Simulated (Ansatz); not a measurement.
Al2Cu

Input file:

```
crystal:
  lattice:
    - [4.0841721988, 0.0, 0.0]
    - [0.0, 4.0841721988, 0.0]
    - [0.0, 0.0, 2.8463947459]
  atoms:
    - { symbol: Al, position: [0.487595258, 0.0213908307, 0.4610352648] }
    - { symbol: Al, position: [-0.012404742, 0.5213908307, 0.4610352648] }
    - { symbol: Cu, position: [0.0248094841, -0.0427816615, 0.0779294704] }
basis:
  ecutwfc: 420
kpoints:
  mp_grid: { grid: [8, 8, 12] }
hamiltonian:
  xc: pbesol
scf:
  occupations: { method: gaussian, width: 0.15 }
output:
  forces: true
  stress: true
  eigenvalues: true
  write_density: true
  write_potential: true
  elf: true
  volumetric_format: npy
relax:
  adjacent_minimum: "off"
  f_tol: 0.01
  max_steps: 80
  cell: { stress_tol: 0.1 }
```

Run with:

```sh
ansatz run input.yaml --threads 1 --pin off --max-ram 2560MiB --backend cpu --events-out ev --progress --plain --runs-dir out
```

Below, planes, directions and counts refer to the conventional cell (a = 4.09 Å, b = 4.09 Å, c = 2.84 Å, α = 89.99°, β = 90.00°, γ = 90.03°).

The fields are those of the run's last geometry, not of the input's.

Space group P4/mmm; a structure from a database of computed crystals, not necessarily the ambient phase; changed on purpose from its base cell (atom 3 moved 0.45 A; relaxed back); computed without spin polarisation.

Method: DFT PBEsol, scalar-relativistic, plane waves, PAW in Ansatz 0.2.0.

What can the converged valence pseudo-density and electron localisation function tell about the bonding?

Answer. Al–Cu (2.49 Å): ρ is about 0.31 e/Å³ halfway; the ELF peaks at about 0.65 between the atoms.

Metal or insulator at this level of theory?

Answer. It is gapless in this calculation (a metal or semimetal).

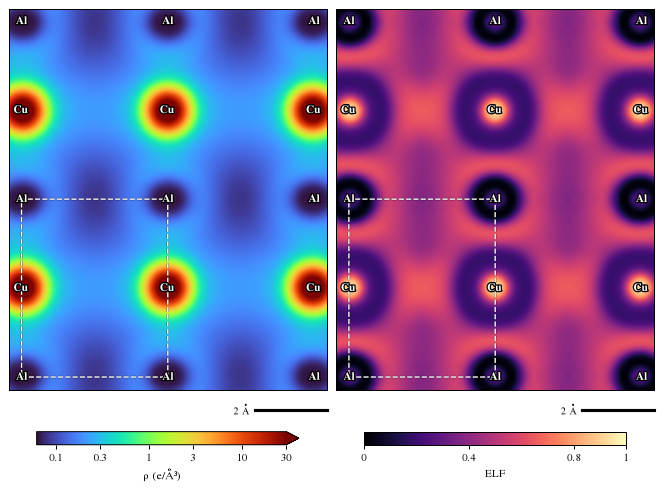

Computed valence pseudo-density and electron localisation function on the (101̄) plane of the conventional cell, in this order. 

In a PAW calculation such maps are meaningful between the atoms, not at the nuclei.
